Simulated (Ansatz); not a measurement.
**Run report: KI, phonon calculation (part 1 of 2)**

- system: KI (Fm-3m, 2 atoms in the cell)
- method: DFT, r2SCAN, PAW with Ansatz's default frozen-core files, scalar-relativistic; harmonic phonons by finite displacements, no spin polarisation (Ansatz 0.2.0)

The structure derives from an entry of the Crystallography Open Database. Its volume is 1.02 times that of the source entry. It belongs to a series of runs on one base structure; here: volume scaled by 1.020, PAW files.

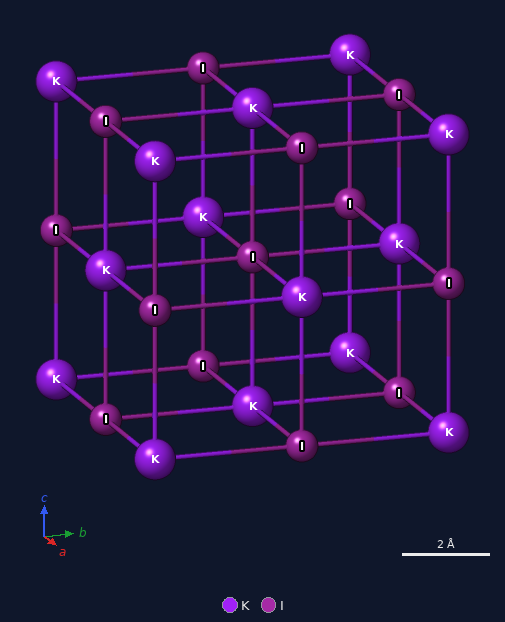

Figure 1. The structure (ball-and-stick view of the cell 4 times as large as that of the calculation, set on its symmetry axes, seen slightly off an axis).

Input file:
```yaml
crystal:
  lattice:
    - [0.0, 3.56944141372, 3.56944141372]
    - [3.56944141372, 0.0, 3.56944141372]
    - [3.56944141372, 3.56944141372, 0.0]
  atoms:
    - { symbol: K, position: [0.0, 0.0, 0.0] }
    - { symbol: I, position: [0.5, 0.5, 0.5] }
kpoints:
  mp_grid: { grid: [6, 6, 6] }
scf:
  occupations: { method: fixed }
hamiltonian:
  xc: r2scan
  pseudopotentials: { kind: paw }
phonons:
  qmesh: [2, 2, 2]
  qpath:
    path:
      - [0.0, 0.0, 0.0]
      - [0.5, 0.0, 0.5]
      - [0.625, 0.25, 0.625]
      - [0.375, 0.375, 0.75]
      - [0.0, 0.0, 0.0]
      - [0.5, 0.5, 0.5]
      - [0.5, 0.25, 0.75]
      - [0.5, 0.0, 0.5]
    npoints: 6
  temperatures: { t_min: 0, t_max: 1000, t_step: 100 }
```

Hardware: 2 threads of AMD EPYC (Zen 5), 176 GiB of memory available, shared host.

Command:
```bash
ansatz run input.yaml --threads 2 --pin off --max-ram 5120MiB --backend cpu --events-out ev --progress --plain --runs-dir out
```

What the program printed:
```
Engine: ansatz 0.2.0, x86_64-unknown-linux-gnu
Pseudopotentials: kind: paw
Pseudopotential: K, paw, valence charge 9, recommended cutoff 500 eV (meta_gga), K.paw.azcp
Pseudopotential: I, paw, valence charge 17, recommended cutoff 500 eV (meta_gga), I.paw.azcp
Functional definition: r2SCAN
  parameter k0 = 0.174
  parameter k1 = 0.065
  parameter a1 = 4.9479
  exchange = r2scan_x(k0 = k0, k1 = k1, a1 = a1)
  correlation = r2scan_c
Crystal: 4 atoms, lattice volume = 181.912 Å³
Basis set: ecut = 500 eV, 4575 PW (Γ), FFT grids on a1, a2, −a1+a2+a3, exchange–correlation on 320×320×432 points (512 copies of the dense FFT grid, shifted against one another)
Bands: 32, of which v1, the nominal top of the filled ones, is band 26 counted from 1 (25 counted from 0)
Symmetry: 32 space group operations
k-points: 20 of 108
Non-local potential: K, projectors of the file, l = 0: 3, l = 1: 2, l = 2: 2
Non-local potential: I, projectors of the file, l = 0: 2, l = 1: 2, l = 2: 2, l = 3: 2
PAW form: soft (Blöchl's): semilocal exchange-correlation on the pseudo side does not see the compensation charge
PAW frozen core: K, regenerated for the run's functional (the file was generated under x = pbe(κ = 0.804, μ = 0.2195149727645171), c = pbe(β = 0.06672455060314922))
PAW frozen core: I, regenerated for the run's functional (the file was generated under x = pbe(κ = 0.804, μ = 0.2195149727645171), c = pbe(β = 0.06672455060314922))
PAW one-centre angular grid: K, 302 points (default); XC on 160 Gauss nodes
PAW one-centre angular grid: I, 590 points (default); XC on 160 Gauss nodes
Initial density: handed on by an earlier stage of this run
Initial wavefunctions: those handed on with the density
Functional: x = r2scan, c = r2scan; τ floored in thin density (d = 2e-4 eV/Å³)
SCF iter   1: F=—  HF=-18147.840288 eV  |F-HF|=—  |Δ(HF+E_count)|=         —  Δρ=2.47e-8  dr2=2.04e-12  dr2_τ=1.36e-14  ethr=1.20e-12  ⟨swp⟩=3.0  Hψ=1882  notcnv=0
preconditioner: auto → Resta (q_TF=auto, 2.214 Å⁻¹)  ε∞=2.1  [insulator: Δε(μ)=4.533 eV  Ē_g=14.093 eV  n_scr=36 (ndim 8)  ℏωp=14.6 eV  f_vac=0.153  ε∞_Penn≈2.1]
SCF iter   2: F=-18147.840288 eV  HF=-18147.840288 eV  |F-HF|=0.00e0  |Δ(HF+E_count)|=  3.64e-12  Δρ=6.71e-9  dr2=1.16e-13  dr2_τ=2.66e-15  ethr=1.00e-12  ⟨swp⟩=3.4  Hψ=1768  notcnv=0
SCF 1 converged in 2 iterations: F = -18147.840288 eV  dr2 = 1.16e-13
  greatest PAW one-centre occupation: 0.998 electrons in one spin orbital (limit 2), on the I atom at site 3 (counted from 0), in its partial waves of l = 2
iter 1 solved again at ethr=1.00e-12 eV; its pass at ethr=3.10e-3 eV (dr2=2.73e-13 eV) is discarded
SCF iter   1: F=—  HF=-18147.840288 eV  |F-HF|=—  |Δ(HF+E_count)|=         —  Δρ=6.48e-9  dr2=1.07e-13  dr2_τ=3.06e-15  ethr=1.00e-12  ⟨swp⟩=1.4  Hψ=2211  notcnv=0
SCF iter   2: F=-18147.840288 eV  HF=-18147.840288 eV  |F-HF|=3.64e-12  |Δ(HF+E_count)|=    0.00e0  Δρ=3.08e-9  dr2=1.61e-14  dr2_τ=3.93e-16  ethr=1.00e-12  ⟨swp⟩=3.0  Hψ=1565  notcnv=0
SCF 2 converged in 2 iterations: F = -18147.840288 eV  dr2 = 1.61e-14
Crystal: 2 atoms, lattice volume = 90.956 Å³
Basis set: ecut = 500 eV, 2277 PW (Γ), exchange–correlation on 160×160×160 points (64 copies of the dense FFT grid, shifted against one another)
Bands: 17, of which v1, the nominal top of the filled ones, is band 13 counted from 1 (12 counted from 0)
Symmetry: 48 space group operations
k-points: 30 of 216 (irreducible under 8 space group operations, time reversal used)
Initial density: read from a saved state, or passed on in memory by an earlier SCF of this step, an earlier step, the calling program or the single point that the run made first
Initial wavefunctions: pseudopotential atomic-orbital guess
iter 1 solved again at ethr=1.59e-7 eV; its pass at ethr=3.10e-3 eV (dr2=4.12e-5 eV) is discarded
SCF iter   1: F=—  HF=-9073.920143 eV  |F-HF|=—  |Δ(HF+E_count)|=         —  Δρ=3.17e-7  dr2=4.43e-11  dr2_τ=1.35e-11  ethr=1.59e-7  ⟨swp⟩=3.0  Hψ=3778  notcnv=0  defer=60
eigensolver tolerance schedule: the retry pair's looser diagonalisation over-reported the residual by 930214.66 of it (diagonalisation noise at an unbounded share of the residual, at the tolerance the schedule requests for it); recorded, not acted on — ethr = c·dr2/N_el stays at c = 1.0e-1
preconditioner: auto → none  [insulator: Δε(μ)=4.533 eV  Ē_g=14.500 eV  n_scr=14 (ndim 8)  ℏωp=14.6 eV  f_vac=0.155  ε∞_Penn≈2.0]
SCF iter   2: F=—  HF=-9073.920144 eV  |F-HF|=—  |Δ(HF+E_count)|=   1.21e-6  Δρ=2.06e-7  dr2=2.18e-11  dr2_τ=1.23e-11  ethr=1.00e-12  ⟨swp⟩=9.7  Hψ=3135  notcnv=0
SCF iter   3: F=-9073.920144 eV  HF=-9073.920144 eV  |F-HF|=1.09e-11  |Δ(HF+E_count)|=  1.82e-12  Δρ=1.24e-7  dr2=7.74e-12  dr2_τ=1.82e-12  ethr=1.00e-12  ⟨swp⟩=1.0  Hψ=1140  notcnv=0
SCF 3 converged in 3 iterations: F = -9073.920144 eV  dr2 = 7.74e-12
  greatest PAW one-centre occupation: 0.998 electrons in one spin orbital (limit 2), on the I atom at site 1 (counted from 0), in its partial waves of l = 2
NSCF: frozen V_eff on 2 k-points
DFPT response loops at Γ: preconditioner auto → none (the input reference at scf.mixing.eps_inf says where Resta's filter doesn't serve); β = 0.50; Broyden in place of MSR1
Symmetry: 2 space group operations
k-points: 34 of 108 (time reversal used)
iter 1 solved again at ethr=5.94e-9 eV; its pass at ethr=3.10e-3 eV (dr2=3.09e-6 eV) is discarded
SCF iter   1: F=—  HF=-18147.840285 eV  |F-HF|=—  |Δ(HF+E_count)|=         —  Δρ=1.55e-5  dr2=1.54e-6  dr2_τ=1.28e-8  ethr=5.94e-9  ⟨swp⟩=3.8  Hψ=4649  notcnv=0  defer=102
preconditioner: auto → Resta (q_TF=auto, 2.214 Å⁻¹)  ε∞=2.1  [insulator: Δε(μ)=4.533 eV  Ē_g=14.094 eV  n_scr=36 (ndim 8)  ℏωp=14.6 eV  f_vac=0.153  ε∞_Penn≈2.1]
SCF iter   2: F=—  HF=-18147.840285 eV  |F-HF|=—  |Δ(HF+E_count)|=   9.49e-8  Δρ=5.82e-6  dr2=1.24e-7  dr2_τ=6.41e-9  ethr=2.96e-9  ⟨swp⟩=3.0  Hψ=1984  notcnv=0  defer=102
SCF iter   3: F=—  HF=-18147.840285 eV  |F-HF|=—  |Δ(HF+E_count)|=   6.25e-9  Δρ=2.14e-6  dr2=1.12e-8  dr2_τ=4.97e-10  ethr=2.39e-10  ⟨swp⟩=2.0  Hψ=1233  notcnv=0  defer=102
SCF iter   4: F=—  HF=-18147.840285 eV  |F-HF|=—  |Δ(HF+E_count)|=   8.63e-9  Δρ=5.38e-7  dr2=6.07e-10  dr2_τ=2.81e-11  ethr=2.16e-11  ⟨swp⟩=2.5  Hψ=1518  notcnv=0  defer=102
SCF iter   5: F=—  HF=-18147.840285 eV  |F-HF|=—  |Δ(HF+E_count)|=  8.55e-10  Δρ=1.50e-7  dr2=4.13e-11  dr2_τ=2.08e-12  ethr=1.17e-12  ⟨swp⟩=2.1  Hψ=1546  notcnv=0  defer=102
SCF iter   6: F=-18147.840285 eV  HF=-18147.840285 eV  |F-HF|=0.00e0  |Δ(HF+E_count)|=  4.00e-11  Δρ=3.77e-8  dr2=1.48e-12  dr2_τ=7.34e-14  ethr=1.00e-12  ⟨swp⟩=6.1  Hψ=4861  notcnv=0
SCF 4 converged in 6 iterations: F = -18147.840285 eV  dr2 = 1.48e-12
iter 1 solved again at ethr=1.74e-8 eV; its pass at ethr=3.10e-3 eV (dr2=9.05e-6 eV) is discarded
SCF iter   1: F=—  HF=-18147.840290 eV  |F-HF|=—  |Δ(HF+E_count)|=         —  Δρ=1.21e-5  dr2=6.42e-7  dr2_τ=9.81e-9  ethr=1.74e-8  ⟨swp⟩=3.4  Hψ=5287  notcnv=0  defer=124
SCF iter   2: F=—  HF=-18147.840285 eV  |F-HF|=—  |Δ(HF+E_count)|=   5.08e-6  Δρ=5.80e-6  dr2=9.88e-8  dr2_τ=3.80e-9  ethr=1.24e-9  ⟨swp⟩=2.4  Hψ=1721  notcnv=0  defer=74
SCF iter   3: F=—  HF=-18147.840285 eV  |F-HF|=—  |Δ(HF+E_count)|=   5.05e-8  Δρ=1.78e-6  dr2=7.51e-9  dr2_τ=3.55e-10  ethr=1.90e-10  ⟨swp⟩=2.0  Hψ=1236  notcnv=0  defer=75
SCF iter   4: F=—  HF=-18147.840285 eV  |F-HF|=—  |Δ(HF+E_count)|=   1.34e-8  Δρ=4.16e-7  dr2=3.73e-10  dr2_τ=1.96e-11  ethr=1.44e-11  ⟨swp⟩=2.0  Hψ=1494  notcnv=0  defer=75
SCF iter   5: F=—  HF=-18147.840285 eV  |F-HF|=—  |Δ(HF+E_count)|=  5.53e-10  Δρ=1.23e-7  dr2=3.21e-11  dr2_τ=2.61e-12  ethr=1.00e-12  ⟨swp⟩=2.0  Hψ=1505  notcnv=0  defer=75
SCF iter   6: F=-18147.840285 eV  HF=-18147.840285 eV  |F-HF|=0.00e0  |Δ(HF+E_count)|=  7.28e-12  Δρ=3.02e-8  dr2=1.32e-12  dr2_τ=6.38e-14  ethr=1.00e-12  ⟨swp⟩=6.1  Hψ=4967  notcnv=0
SCF 5 converged in 6 iterations: F = -18147.840285 eV  dr2 = 1.32e-12
Basis set: ecut = 500 eV, 4609 PW (Γ), FFT grids on a1, a2, −a2+a3, exchange–correlation on 320×320×512 points (512 copies of the dense FFT grid, shifted against one another)
Symmetry: 24 space group operations
k-points: 16 of 108
SCF iter   1: F=—  HF=-18147.840288 eV  |F-HF|=—  |Δ(HF+E_count)|=         —  Δρ=1.01e-7  dr2=3.84e-11  dr2_τ=2.15e-13  ethr=1.20e-12  ⟨swp⟩=3.0  Hψ=1507  notcnv=0
preconditioner: auto → Resta (q_TF=auto, 2.214 Å⁻¹)  ε∞=2.1  [insulator: Δε(μ)=4.533 eV  Ē_g=14.089 eV  n_scr=28 (ndim 8)  ℏωp=14.6 eV  f_vac=0.154  ε∞_Penn≈2.1]
SCF iter   2: F=-18147.840288 eV  HF=-18147.840288 eV  |F-HF|=1.09e-11  |Δ(HF+E_count)|=  1.09e-11  Δρ=2.13e-8  dr2=2.07e-12  dr2_τ=7.05e-14  ethr=1.00e-12  ⟨swp⟩=4.0  Hψ=1541  notcnv=0
SCF 6 converged in 2 iterations: F = -18147.840288 eV  dr2 = 2.07e-12
iter 1 solved again at ethr=4.71e-9 eV; its pass at ethr=3.10e-3 eV (dr2=2.45e-6 eV) is discarded
SCF iter   1: F=—  HF=-18147.840284 eV  |F-HF|=—  |Δ(HF+E_count)|=         —  Δρ=1.09e-5  dr2=4.61e-7  dr2_τ=8.34e-9  ethr=4.71e-9  ⟨swp⟩=4.0  Hψ=4726  notcnv=0  defer=113
preconditioner: auto → Resta (q_TF=auto, 2.214 Å⁻¹)  ε∞=2.1  [insulator: Δε(μ)=4.533 eV  Ē_g=14.090 eV  n_scr=28 (ndim 8)  ℏωp=14.6 eV  f_vac=0.154  ε∞_Penn≈2.1]
SCF iter   2: F=—  HF=-18147.840285 eV  |F-HF|=—  |Δ(HF+E_count)|=   4.74e-7  Δρ=5.21e-6  dr2=8.31e-8  dr2_τ=2.49e-9  ethr=8.86e-10  ⟨swp⟩=2.0  Hψ=1547  notcnv=0  defer=113
SCF iter   3: F=—  HF=-18147.840285 eV  |F-HF|=—  |Δ(HF+E_count)|=   1.11e-8  Δρ=1.33e-6  dr2=4.82e-9  dr2_τ=1.94e-10  ethr=1.60e-10  ⟨swp⟩=2.0  Hψ=1298  notcnv=0  defer=113
SCF iter   4: F=—  HF=-18147.840285 eV  |F-HF|=—  |Δ(HF+E_count)|=   7.21e-9  Δρ=3.86e-7  dr2=3.13e-10  dr2_τ=7.69e-12  ethr=9.28e-12  ⟨swp⟩=2.0  Hψ=1499  notcnv=0  defer=113
SCF iter   5: F=—  HF=-18147.840285 eV  |F-HF|=—  |Δ(HF+E_count)|=  4.44e-10  Δρ=8.62e-8  dr2=1.24e-11  dr2_τ=9.00e-13  ethr=1.00e-12  ⟨swp⟩=2.0  Hψ=1538  notcnv=0  defer=113
SCF iter   6: F=-18147.840285 eV  HF=-18147.840285 eV  |F-HF|=7.28e-12  |Δ(HF+E_count)|=  7.28e-12  Δρ=1.69e-8  dr2=4.76e-13  dr2_τ=3.60e-14  ethr=1.00e-12  ⟨swp⟩=6.0  Hψ=4665  notcnv=0
SCF 7 converged in 6 iterations: F = -18147.840285 eV  dr2 = 4.76e-13
iter 1 solved again at ethr=1.71e-8 eV; its pass at ethr=3.10e-3 eV (dr2=8.89e-6 eV) is discarded
```
